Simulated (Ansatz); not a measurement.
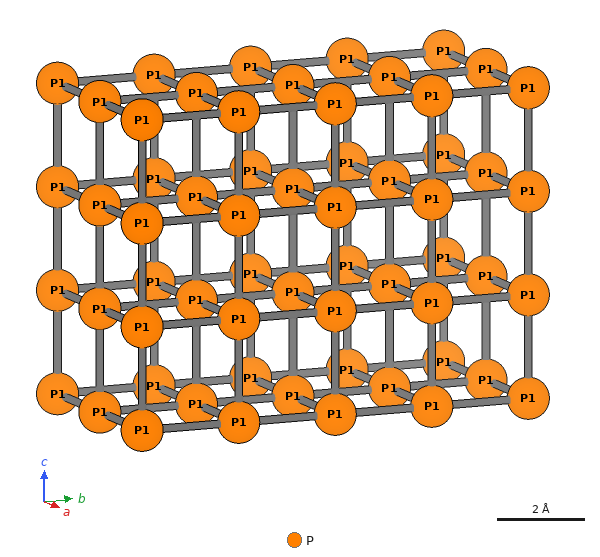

The starting point is crystalline P (set up in Pm-3m). A ball-and-stick model of the cell of the calculation, repeated 2 × 4 × 3 with one cell outlined, seen slightly off an axis.

These are results of Ansatz, DFT r2SCAN, scalar-relativistic, plane waves, PAW, not measurements. Settings: plane-wave cutoff 500 eV; k-point mesh 22 × 22 × 22; occupations gaussian; smearing width 0.1 eV; no spin polarisation.

Change: Biaxial strain in the a–b plane, +3.0 %, is applied. The c axis and the atoms are relaxed.

Input
```yaml
crystal:
  lattice:
    - [2.510467102, 0.0, 0.0]
    - [0.0, 2.510467102, 0.0]
    - [0.0, 0.0, 2.3934744603]
  atoms:
    - { symbol: P, position: [0.0, 0.0, 0.0] }
basis:
  ecutwfc: 500
kpoints:
  mp_grid: { grid: [22, 22, 22] }
hamiltonian:
  xc: r2scan
scf:
  occupations: { method: gaussian, width: 0.1 }
output:
  forces: true
  stress: true
  eigenvalues: true
relax:
  adjacent_minimum: "off"
  f_tol: 0.008
  max_steps: 40
  cell: { stress_tol: 0.015, fix: [a, b, gamma] }
```

Command:
```bash
ansatz run input.yaml --threads 1 --pin off --max-ram 2560MiB --backend cpu --events-out ev --progress --plain --runs-dir out
```

What is the effect?

Energy change: +26.5 meV per atom. The pressure goes from −0.2 to −5.7 GPa. The principal stresses (compression positive) are 0.0 GPa along c and −8.5 GPa across it. Cell: a = b 2.437 → 2.510 Å (+3.0 %), c 2.437 → 2.424 Å (−0.5 %). Volume +5.5 %. No atom moves by more than 0.005 Å relative to the cell. Among the bonded contacts that change: P–P 2.437 → 2.424 to 2.510 Å. The space group (tolerance 0.01 Å) goes from Pm-3m (No. 221) to P4/mmm (No. 123).

The changed structure in the same view:

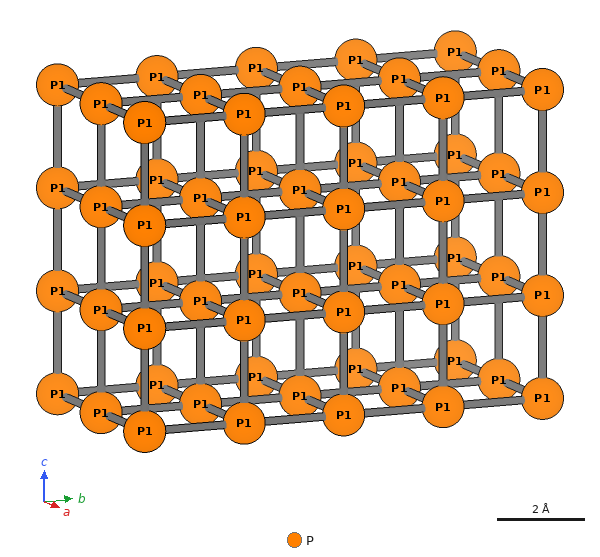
